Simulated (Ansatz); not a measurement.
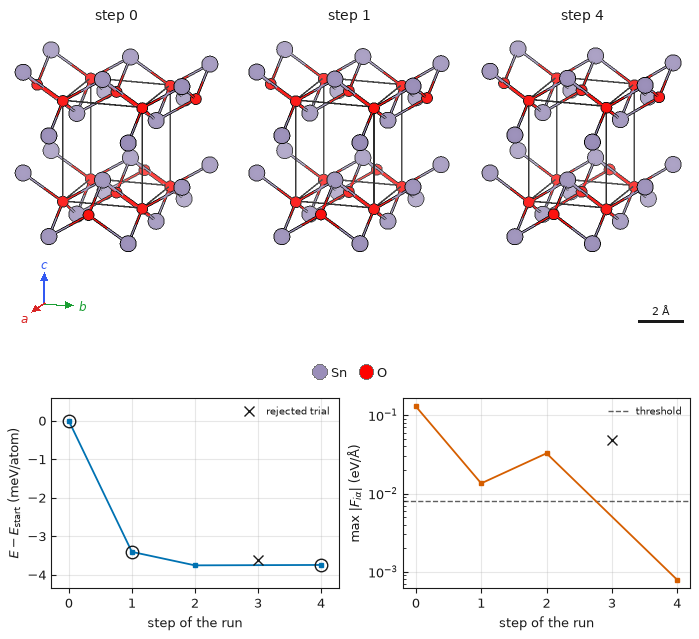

Frames of a relaxation of solid SnO (set up in Pmmn), marked on the history of the run. A ball-and-stick model of the cell of the calculation, seen slightly off an axis.

Case: uniaxial strain along a of +4.0 %; b, c and atoms relaxed.

Method: Ansatz, DFT PBEsol, scalar-relativistic, plane waves, PAW.

Input file:
```yaml
crystal:
  lattice:
    - [3.9575057418, 0.0, 0.0]
    - [0.0, 3.7672410427, 0.0]
    - [0.0, 0.0, 4.7058972727]
  atoms:
    - { symbol: Sn, position: [0.0, 0.5, 0.2421499067] }
    - { symbol: Sn, position: [0.5, 0.0, 0.7578500933] }
    - { symbol: O, position: [0.5, 0.5, 0.0070898437] }
    - { symbol: O, position: [0.0, 0.0, -0.0070898437] }
basis:
  ecutwfc: 420
kpoints:
  mp_grid: { grid: [14, 14, 12] }
hamiltonian:
  xc: pbesol
scf:
  occupations: { method: gaussian, width: 0.1 }
output:
  forces: true
  stress: true
  eigenvalues: true
relax:
  adjacent_minimum: "off"
  f_tol: 0.008
  max_steps: 40
  cell: { stress_tol: 0.015, fix: [a, angles] }
```

Run as
```bash
ansatz run input.yaml --threads 1 --pin off --max-ram 2560MiB --backend cpu --events-out ev --progress --plain --runs-dir out
```

Q: What happens along the run?

A: The run was cut off at its time limit before the relaxation converged, so the last structure is only a point on the way. The largest moves relative to the cell, 0.032 Å, are those of O3 and O4. O3 goes along +c. Largest moves by element: O 0.032 Å, Sn 0.004 Å. The volume changes by −1.4 %, with a unchanged at 3.958 Å, b 3.767 → 3.682 Å (−2.3 %), c 4.706 → 4.749 Å (+0.9 %). Among the contacts that change: Sn1–O4 2.219 → 2.204 Å, Sn1–O3 2.267 → 2.255 Å. Bond angles that change, for instance: Sn2–O3–Sn2 116.2° → 113.3°, O4–Sn1–O4 116.2° → 113.3°. The space group stays Pmmn (No. 59). Over 3 accepted moves (4 points after the start) the energy falls by 3.7 meV per atom. The largest force component goes from 0.13 to 0.00079 eV/Å. The pressure goes from −2.06 to −0.38 GPa. The line search rejected the trial step at point 3 of the run. The run took 4.5 min on 1 thread of Intel(R) Xeon(R) Platinum 8259CL CPU @ 2.50GHz (Skylake/Cascade Lake) (shared host), peak memory 0.88 GiB. From step 0 to 1: O atoms move most (0.02 Å), volume −1.3 %, energy −3.4 meV per atom. From step 1 to 4: energy −0.3 meV per atom.

| step | E − E(0), meV/atom | largest force component, eV/Å | pressure, GPa | volume, Å³/atom | note |
| --- | --- | --- | --- | --- | --- |
| 0 | 0.00 | 0.1298 | -2.06 | 17.540 |  |
| 1 | -3.40 | 0.0135 | -0.74 | 17.315 |  |
| 2 | -3.75 | 0.0326 | -0.45 | 17.291 |  |
| 3 | -3.62 | 0.0481 | -0.26 | 17.326 | rejected |
| 4 | -3.74 | 0.0008 | -0.38 | 17.300 |  |
